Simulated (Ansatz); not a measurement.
# Run report: AlNi, geometry relaxation (part 1 of 2)

AlNi (P-1, 4 atoms in the cell), computed with DFT r2SCAN, scalar-relativistic, plane waves, PAW, no spin polarisation (Ansatz 0.2.0).

The structure derives from a Materials Project entry. It belongs to a series of runs on one base structure; here: a zone-boundary wave of random shape, sigma 0.1 A; relaxed back. Figures and captions count atoms from 1; the log counts them from 0 in places.

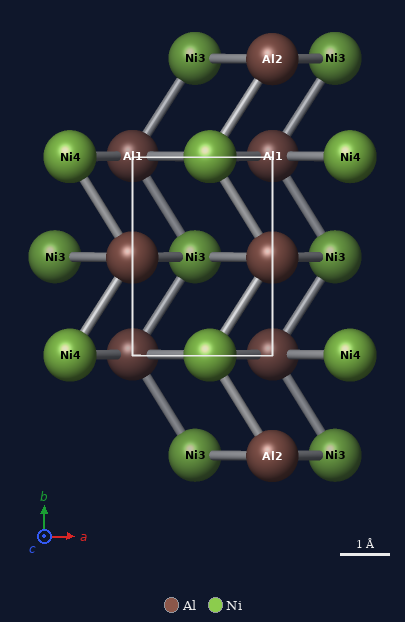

**Figure 1.** The structure as given in the input (ball-and-stick view of the cell of the calculation, along the c axis; bonded neighbours outside the cell are drawn too; atoms are numbered from 1 in the order of the input). An atom can appear more than once, as a periodic image.

### Input
```yaml
crystal:
  lattice:
    - [-2.0223875562, 2.0221673115, 0.0]
    - [2.0223875562, 2.0221673115, 2.8700173316]
    - [2.0223875562, 2.0221673115, -2.8700173316]
  atoms:
    - { symbol: Al, position: [1.0017239075, 0.0058962585, 0.0555043068] }
    - { symbol: Al, position: [0.9982760925, 0.4941037415, 0.4444956932] }
    - { symbol: Ni, position: [0.4462883684, 0.497755111, 1.026635926] }
    - { symbol: Ni, position: [0.5537116316, 0.002244889, 0.473364074] }
basis:
  ecutwfc: 500
kpoints:
  mp_grid: { grid: [12, 8, 8] }
hamiltonian:
  xc: r2scan
scf:
  occupations: { method: gaussian, width: 0.15 }
output:
  forces: true
  stress: true
  eigenvalues: true
  write_density: true
  write_potential: true
  elf: true
  volumetric_format: npy
relax:
  adjacent_minimum: "off"
  f_tol: 0.01
  max_steps: 80
  cell: { stress_tol: 0.1 }
```

Hardware: 2 threads of Intel Xeon @ 2.70GHz, 189 GiB of memory available, shared host.

Launch command:
```bash
ansatz run input.yaml --threads 2 --pin off --max-ram 5120MiB --backend cpu --events-out ev --progress --plain --runs-dir out
```

### What the program printed
```
Engine: ansatz 0.2.0, x86_64-unknown-linux-gnu
Pseudopotentials: kind: paw
Pseudopotential: Al, paw, valence charge 3, recommended cutoff 500 eV (meta_gga), Al.paw.azcp
Pseudopotential: Ni, paw, valence charge 18, recommended cutoff 500 eV (meta_gga), Ni.paw.azcp
Functional definition: r2SCAN
  parameter k0 = 0.174
  parameter k1 = 0.065
  parameter a1 = 4.9479
  exchange = r2scan_x(k0 = k0, k1 = k1, a1 = a1)
  correlation = r2scan_c
Crystal: 4 atoms, lattice volume = 46.949 Å³
Basis set: ecut = 500 eV, 1195 PW (Γ), exchange–correlation on 96×120×120 points (64 copies of the dense FFT grid, shifted against one another)
Bands: 26, of which v1, the nominal top of the filled ones, is band 21 counted from 1 (20 counted from 0)
Symmetry: 2 space group operations
Space group: P-1 (ITA 2), of the structure as read, at distance tolerance 3.6e-5 Å
k-points: 388 of 768
Non-local potential: Al, projectors of the file, l = 0: 2, l = 1: 2, l = 2: 1
Non-local potential: Ni, projectors of the file, l = 0: 3, l = 1: 2, l = 2: 3, l = 3: 1
PAW form: soft (Blöchl's): semilocal exchange-correlation on the pseudo side does not see the compensation charge
PAW frozen core: Al, regenerated for the run's functional (the file was generated under x = pbe(κ = 0.804, μ = 0.2195149727645171), c = pbe(β = 0.06672455060314922))
PAW frozen core: Ni, regenerated for the run's functional (the file was generated under x = pbe(κ = 0.804, μ = 0.2195149727645171), c = pbe(β = 0.06672455060314922))
PAW one-centre angular grid: Al, 302 points (default); XC on 160 Gauss nodes
PAW one-centre angular grid: Ni, 590 points (default); XC on 160 Gauss nodes
Initial density: superposition of atomic densities (neutral atoms: chi_scale 0, normalization atom), corrected by the library's trained network
Initial wavefunctions: pseudopotential atomic-orbital guess
Functional: x = r2scan, c = r2scan; τ floored in thin density (d = 2e-4 eV/Å³)
SCF iter   1: F=—  HF=-12772.706036 eV  |F-HF|=—  |Δ(HF+E_count)|=         —  Δρ=2.73e-2  dr2=2.69e-1  dr2_τ=1.47e-1  ethr=1.77e-3  ⟨swp⟩=5.3  Hψ=45044  notcnv=0
preconditioner: auto → Kerker (q_TF=auto, 2.678 Å⁻¹)  [metal: Δε(μ)=0.001 eV  Ē_g=7.780 eV  σ=0.150 eV  W_gap=0.00  n_scr=10 (ndim 8)  ℏωp=27.6 eV  f_vac=0.000  D(μ)=1.17/eV (n_scr^D=4)]
SCF iter   2: F=—  HF=-12772.839098 eV  |F-HF|=—  |Δ(HF+E_count)|=   1.33e-1  Δρ=1.91e-2  dr2=8.25e-2  dr2_τ=1.62e-3  ethr=6.39e-4  ⟨swp⟩=2.2  Hψ=20128  notcnv=0  defer=219
SCF iter   3: F=—  HF=-12772.820442 eV  |F-HF|=—  |Δ(HF+E_count)|=   1.87e-2  Δρ=7.46e-3  dr2=2.34e-2  dr2_τ=5.94e-5  ethr=1.96e-4  ⟨swp⟩=2.0  Hψ=16127  notcnv=0  defer=219
SCF iter   4: F=—  HF=-12772.816488 eV  |F-HF|=—  |Δ(HF+E_count)|=   3.95e-3  Δρ=1.79e-3  dr2=8.29e-4  dr2_τ=2.10e-5  ethr=5.58e-5  ⟨swp⟩=1.7  Hψ=14902  notcnv=0  defer=213
SCF iter   5: F=—  HF=-12772.816525 eV  |F-HF|=—  |Δ(HF+E_count)|=   3.60e-5  Δρ=6.04e-4  dr2=1.64e-4  dr2_τ=4.43e-6  ethr=1.97e-6  ⟨swp⟩=2.0  Hψ=17342  notcnv=0  defer=213
SCF iter   6: F=—  HF=-12772.816504 eV  |F-HF|=—  |Δ(HF+E_count)|=   2.05e-5  Δρ=7.75e-4  dr2=1.68e-4  dr2_τ=9.85e-7  ethr=3.91e-7  ⟨swp⟩=2.0  Hψ=14295  notcnv=0  defer=213
SCF iter   7: F=—  HF=-12772.816496 eV  |F-HF|=—  |Δ(HF+E_count)|=   7.96e-6  Δρ=1.26e-4  dr2=3.42e-6  dr2_τ=5.17e-8  ethr=3.91e-7  ⟨swp⟩=1.7  Hψ=13127  notcnv=0  defer=213
SCF iter   8: F=—  HF=-12772.816496 eV  |F-HF|=—  |Δ(HF+E_count)|=   4.52e-8  Δρ=1.68e-5  dr2=7.81e-8  dr2_τ=3.55e-9  ethr=2.38e-10  ⟨swp⟩=9.9  Hψ=82888  notcnv=0
SCF iter   9: F=-12772.816496 eV  HF=-12772.816496 eV  |F-HF|=6.60e-9  |Δ(HF+E_count)|=   2.54e-8  Δρ=8.21e-6  dr2=1.60e-8  dr2_τ=1.46e-10  ethr=1.86e-10  ⟨swp⟩=6.0  Hψ=66883  notcnv=0
SCF 1 converged in 9 iterations: F = -12772.816496 eV  dr2 = 1.60e-8
  greatest PAW one-centre occupation: 1.001 electrons in one spin orbital (limit 2), on the Ni atom at site 3 (counted from 0), in its partial waves of l = 1
relax step   1: F+E_penalty+E_count = -12772.81649600 eV  Δ(F+E_penalty+E_count) = +0.000e0 eV  max|allowed force component| = 2.497e0 eV/Å  Δτ_max = 0.0000 Å  P = +13.554 GPa  Ω = 46.949 Å³  (9 SCF iters, dr2 threshold 1.00e-7 eV, accepted)
Crystal: 4 atoms, lattice volume = 45.480 Å³
Basis set: ecut = 500 eV, 1151 PW (Γ), exchange–correlation on 96×120×120 points (64 copies of the dense FFT grid, shifted against one another)
Initial density: handed on by an earlier stage of this run
Initial wavefunctions: those handed on with the density
iter 1 solved again at ethr=7.28e-4 eV; its pass at ethr=3.10e-3 eV (dr2=3.06e-1 eV) is discarded
SCF iter   1: F=—  HF=-12773.235542 eV  |F-HF|=—  |Δ(HF+E_count)|=         —  Δρ=1.81e-2  dr2=3.07e-1  dr2_τ=8.10e-1  ethr=7.28e-4  ⟨swp⟩=1.6  Hψ=62599  notcnv=0
preconditioner: auto → Kerker (q_TF=auto, 2.692 Å⁻¹)  [metal: Δε(μ)=0.008 eV  Ē_g=7.795 eV  σ=0.150 eV  W_gap=0.03  n_scr=16 (ndim 8)  ℏωp=28.1 eV  f_vac=0.000  D(μ)=1.50/eV (n_scr^D=10)]
SCF iter   2: F=—  HF=-12773.698937 eV  |F-HF|=—  |Δ(HF+E_count)|=   4.63e-1  Δρ=1.21e-2  dr2=1.03e-1  dr2_τ=1.19e-3  ethr=7.28e-4  ⟨swp⟩=2.8  Hψ=18802  notcnv=0  defer=1
SCF iter   3: F=—  HF=-12773.691056 eV  |F-HF|=—  |Δ(HF+E_count)|=   7.88e-3  Δρ=1.91e-2  dr2=1.09e-1  dr2_τ=6.45e-4  ethr=2.44e-4  ⟨swp⟩=3.1  Hψ=20241  notcnv=0  defer=18
SCF iter   4: F=—  HF=-12773.674205 eV  |F-HF|=—  |Δ(HF+E_count)|=   1.69e-2  Δρ=4.19e-3  dr2=8.96e-3  dr2_τ=1.86e-4  ethr=2.44e-4  ⟨swp⟩=2.1  Hψ=17594  notcnv=0  defer=174
SCF iter   5: F=—  HF=-12773.672678 eV  |F-HF|=—  |Δ(HF+E_count)|=   1.53e-3  Δρ=2.31e-3  dr2=1.21e-3  dr2_τ=8.00e-6  ethr=2.13e-5  ⟨swp⟩=2.2  Hψ=16639  notcnv=0  defer=173
SCF iter   6: F=—  HF=-12773.672414 eV  |F-HF|=—  |Δ(HF+E_count)|=   2.64e-4  Δρ=3.54e-4  dr2=2.41e-5  dr2_τ=9.90e-7  ethr=2.88e-6  ⟨swp⟩=2.0  Hψ=17736  notcnv=0  defer=173
SCF iter   7: F=—  HF=-12773.672422 eV  |F-HF|=—  |Δ(HF+E_count)|=   7.93e-6  Δρ=1.46e-4  dr2=3.58e-6  dr2_τ=4.84e-8  ethr=5.74e-8  ⟨swp⟩=2.6  Hψ=18474  notcnv=0  defer=173
SCF iter   8: F=—  HF=-12773.672422 eV  |F-HF|=—  |Δ(HF+E_count)|=   3.99e-7  Δρ=5.73e-5  dr2=7.86e-7  dr2_τ=6.71e-9  ethr=8.52e-9  ⟨swp⟩=2.2  Hψ=17803  notcnv=0  defer=173
SCF iter   9: F=-12773.672422 eV  HF=-12773.672422 eV  |F-HF|=5.77e-8  |Δ(HF+E_count)|=   7.35e-8  Δρ=2.17e-5  dr2=1.19e-7  dr2_τ=1.01e-9  ethr=9.52e-10  ⟨swp⟩=13.1  Hψ=94346  notcnv=0
SCF 2 converged in 9 iterations: F = -12773.672422 eV  dr2 = 1.19e-7
relax step   2: F+E_penalty+E_count = -12773.67242202 eV  Δ(F+E_penalty+E_count) = -8.559e-1 eV  max|allowed force component| = 1.372e0 eV/Å  Δτ_max = 0.1177 Å  P = +10.250 GPa  Ω = 45.480 Å³  energy of the carried Pulay correction = +9.088e-4 eV  (9 SCF iters, dr2 threshold 4.00e-7 eV, accepted)
Crystal: 4 atoms, lattice volume = 48.579 Å³
Basis set: ecut = 500 eV, 1237 PW (Γ), exchange–correlation on 96×120×120 points (64 copies of the dense FFT grid, shifted against one another)
iter 1 solved again at ethr=1.71e-3 eV; its pass at ethr=3.10e-3 eV (dr2=7.16e-1 eV) is discarded
SCF iter   1: F=—  HF=-12773.694440 eV  |F-HF|=—  |Δ(HF+E_count)|=         —  Δρ=2.79e-2  dr2=7.14e-1  dr2_τ=1.16e0  ethr=1.71e-3  ⟨swp⟩=1.0  Hψ=59845  notcnv=0
preconditioner: auto → Kerker (q_TF=auto, 2.663 Å⁻¹)  [metal: Δε(μ)=0.002 eV  Ē_g=7.328 eV  σ=0.150 eV  W_gap=0.01  n_scr=16 (ndim 8)  ℏωp=27.2 eV  f_vac=0.000  D(μ)=1.62/eV (n_scr^D=10)]
SCF iter   2: F=—  HF=-12774.145650 eV  |F-HF|=—  |Δ(HF+E_count)|=   4.51e-1  Δρ=2.46e-2  dr2=3.01e-1  dr2_τ=3.60e-3  ethr=1.70e-3  ⟨swp⟩=3.0  Hψ=18673  notcnv=0  defer=1
SCF iter   3: F=—  HF=-12774.127006 eV  |F-HF|=—  |Δ(HF+E_count)|=   1.86e-2  Δρ=2.36e-2  dr2=2.29e-1  dr2_τ=1.14e-3  ethr=7.17e-4  ⟨swp⟩=2.1  Hψ=18850  notcnv=0  defer=180
SCF iter   4: F=—  HF=-12774.086768 eV  |F-HF|=—  |Δ(HF+E_count)|=   4.02e-2  Δρ=3.54e-3  dr2=1.78e-2  dr2_τ=3.76e-4  ethr=5.45e-4  ⟨swp⟩=2.1  Hψ=15106  notcnv=0  defer=195
SCF iter   5: F=—  HF=-12774.082032 eV  |F-HF|=—  |Δ(HF+E_count)|=   4.74e-3  Δρ=2.04e-3  dr2=1.14e-3  dr2_τ=1.59e-5  ethr=4.24e-5  ⟨swp⟩=2.1  Hψ=16739  notcnv=0  defer=195
SCF iter   6: F=—  HF=-12774.081836 eV  |F-HF|=—  |Δ(HF+E_count)|=   1.96e-4  Δρ=4.13e-4  dr2=5.12e-5  dr2_τ=1.09e-6  ethr=2.70e-6  ⟨swp⟩=2.0  Hψ=17614  notcnv=0  defer=195
SCF iter   7: F=—  HF=-12774.081853 eV  |F-HF|=—  |Δ(HF+E_count)|=   1.70e-5  Δρ=3.05e-4  dr2=2.87e-5  dr2_τ=9.61e-8  ethr=1.22e-7  ⟨swp⟩=2.7  Hψ=18218  notcnv=0  defer=195
SCF iter   8: F=—  HF=-12774.081850 eV  |F-HF|=—  |Δ(HF+E_count)|=   2.34e-6  Δρ=1.59e-4  dr2=7.42e-6  dr2_τ=3.34e-8  ethr=6.83e-8  ⟨swp⟩=2.0  Hψ=13668  notcnv=0  defer=195
SCF iter   9: F=—  HF=-12774.081850 eV  |F-HF|=—  |Δ(HF+E_count)|=   5.49e-7  Δρ=7.59e-5  dr2=1.70e-6  dr2_τ=4.16e-9  ethr=1.77e-8  ⟨swp⟩=1.0  Hψ=9906  notcnv=0  defer=195
SCF iter  10: F=-12774.081850 eV  HF=-12774.081850 eV  |F-HF|=4.32e-8  |Δ(HF+E_count)|=   3.34e-7  Δρ=1.49e-5  dr2=9.68e-8  dr2_τ=1.05e-9  ethr=9.52e-10  ⟨swp⟩=11.9  Hψ=88032  notcnv=0
SCF 3 converged in 10 iterations: F = -12774.081850 eV  dr2 = 9.68e-8
  Residual-converged pass: ⟨swp⟩=1.0  Hψ=11646  notcnv=0  max |occ|·‖R‖ = 7.1e-9 eV (tolerance 1.0e-8 eV)  dr2=9.68e-8  dr2_τ=1.05e-9  dr2_onsite=1.27e-8  max |Δocc| = 5.1e-11
relax step   3: F+E_penalty+E_count = -12774.08184953 eV  Δ(F+E_penalty+E_count) = -4.094e-1 eV  max|allowed force component| = 2.292e-2 eV/Å  Δτ_max = 0.1104 Å  P = -5.561 GPa  Ω = 48.579 Å³  energy of the carried Pulay correction = -9.757e-4 eV  (10 SCF iters, dr2 threshold 4.00e-7 eV, accepted)
Crystal: 4 atoms, lattice volume = 46.925 Å³
iter 1 solved again at ethr=1.39e-5 eV; its pass at ethr=3.10e-3 eV (dr2=5.84e-3 eV) is discarded
SCF iter   1: F=—  HF=-12774.083177 eV  |F-HF|=—  |Δ(HF+E_count)|=         —  Δρ=4.83e-3  dr2=6.08e-3  dr2_τ=2.64e-2  ethr=1.39e-5  ⟨swp⟩=2.0  Hψ=50948  notcnv=0
preconditioner: auto → Kerker (q_TF=auto, 2.678 Å⁻¹)  [metal: Δε(μ)=0.024 eV  Ē_g=7.581 eV  σ=0.150 eV  W_gap=0.09  n_scr=10 (ndim 8)  ℏωp=27.6 eV  f_vac=0.000  D(μ)=1.65/eV (n_scr^D=10)]
SCF iter   2: F=—  HF=-12774.117969 eV  |F-HF|=—  |Δ(HF+E_count)|=   3.48e-2  Δρ=5.22e-3  dr2=7.95e-3  dr2_τ=4.98e-5  ethr=1.39e-5  ⟨swp⟩=2.0  Hψ=19172  notcnv=0
SCF iter   3: F=—  HF=-12774.116788 eV  |F-HF|=—  |Δ(HF+E_count)|=   1.18e-3  Δρ=9.53e-4  dr2=3.63e-4  dr2_τ=9.06e-6  ethr=1.39e-5  ⟨swp⟩=2.0  Hψ=13662  notcnv=0
SCF iter   4: F=—  HF=-12774.116689 eV  |F-HF|=—  |Δ(HF+E_count)|=   9.93e-5  Δρ=5.66e-4  dr2=1.11e-4  dr2_τ=2.65e-6  ethr=8.64e-7  ⟨swp⟩=2.0  Hψ=17927  notcnv=0
SCF iter   5: F=—  HF=-12774.116669 eV  |F-HF|=—  |Δ(HF+E_count)|=   1.99e-5  Δρ=1.91e-4  dr2=1.81e-5  dr2_τ=2.46e-7  ethr=2.64e-7  ⟨swp⟩=2.1  Hψ=15833  notcnv=0
SCF iter   6: F=—  HF=-12774.116665 eV  |F-HF|=—  |Δ(HF+E_count)|=   3.88e-6  Δρ=1.93e-4  dr2=8.95e-6  dr2_τ=2.66e-8  ethr=4.31e-8  ⟨swp⟩=2.5  Hψ=13990  notcnv=0
SCF iter   7: F=—  HF=-12774.116664 eV  |F-HF|=—  |Δ(HF+E_count)|=   9.22e-7  Δρ=5.44e-5  dr2=6.79e-7  dr2_τ=2.55e-9  ethr=2.13e-8  ⟨swp⟩=1.8  Hψ=13032  notcnv=0
SCF iter   8: F=-12774.116664 eV  HF=-12774.116664 eV  |F-HF|=2.31e-8  |Δ(HF+E_count)|=   6.30e-8  Δρ=1.85e-5  dr2=8.11e-8  dr2_τ=6.72e-10  ethr=9.52e-10  ⟨swp⟩=8.8  Hψ=72157  notcnv=0
SCF 4 converged in 8 iterations: F = -12774.116664 eV  dr2 = 8.11e-8
relax step   4: F+E_penalty+E_count = -12774.11666424 eV  Δ(F+E_penalty+E_count) = -3.481e-2 eV  max|allowed force component| = 1.597e-3 eV/Å  Δτ_max = 0.0033 Å  P = +0.099 GPa  Ω = 46.925 Å³  energy of the carried Pulay correction = +1.440e-5 eV  (8 SCF iters, dr2 threshold 4.00e-7 eV, accepted)
Crystal: 4 atoms, lattice volume = 46.952 Å³
iter 1 solved again at ethr=9.22e-8 eV; its pass at ethr=3.10e-3 eV (dr2=3.87e-5 eV) is discarded
SCF iter   1: F=—  HF=-12774.116236 eV  |F-HF|=—  |Δ(HF+E_count)|=         —  Δρ=5.09e-4  dr2=3.25e-5  dr2_τ=4.91e-4  ethr=9.22e-8  ⟨swp⟩=3.0  Hψ=56111  notcnv=0
preconditioner: auto → Kerker (q_TF=auto, 2.678 Å⁻¹)  [metal: Δε(μ)=0.015 eV  Ē_g=7.572 eV  σ=0.150 eV  W_gap=0.06  n_scr=10 (ndim 8)  ℏωp=27.6 eV  f_vac=0.000  D(μ)=1.61/eV (n_scr^D=10)]
SCF iter   2: F=—  HF=-12774.116920 eV  |F-HF|=—  |Δ(HF+E_count)|=   6.83e-4  Δρ=3.36e-4  dr2=1.29e-5  dr2_τ=8.71e-7  ethr=7.75e-8  ⟨swp⟩=2.1  Hψ=18371  notcnv=0
SCF iter   3: F=—  HF=-12774.116927 eV  |F-HF|=—  |Δ(HF+E_count)|=   7.48e-6  Δρ=2.48e-4  dr2=1.46e-5  dr2_τ=1.82e-7  ethr=3.07e-8  ⟨swp⟩=2.2  Hψ=15189  notcnv=0
SCF iter   4: F=—  HF=-12774.116928 eV  |F-HF|=—  |Δ(HF+E_count)|=   4.86e-7  Δρ=1.66e-4  dr2=7.82e-6  dr2_τ=7.14e-8  ethr=3.07e-8  ⟨swp⟩=2.2  Hψ=15353  notcnv=0
SCF iter   5: F=—  HF=-12774.116927 eV  |F-HF|=—  |Δ(HF+E_count)|=   1.01e-6  Δρ=6.02e-5  dr2=1.07e-6  dr2_τ=7.40e-9  ethr=1.86e-8  ⟨swp⟩=1.0  Hψ=10123  notcnv=0
SCF iter   6: F=-12774.116926 eV  HF=-12774.116926 eV  |F-HF|=2.38e-8  |Δ(HF+E_count)|=   1.27e-7  Δρ=9.30e-6  dr2=2.93e-8  dr2_τ=2.97e-10  ethr=6.75e-10  ⟨swp⟩=7.5  Hψ=69001  notcnv=0
SCF 5 converged in 6 iterations: F = -12774.116926 eV  dr2 = 2.93e-8
relax step   5: F+E_penalty+E_count = -12774.11692637 eV  Δ(F+E_penalty+E_count) = -2.621e-4 eV  max|allowed force component| = 1.738e-4 eV/Å  Δτ_max = 0.0006 Å  P = -0.008 GPa  Ω = 46.952 Å³  energy of the carried Pulay correction = -1.872e-6 eV  (6 SCF iters, dr2 threshold 2.83e-7 eV, accepted)
Initial wavefunctions: pseudopotential atomic-orbital guess (no wavefunctions were taken with the density)
iter 1 solved again at ethr=7.83e-8 eV; its pass at ethr=3.10e-3 eV (dr2=3.29e-5 eV) is discarded
```
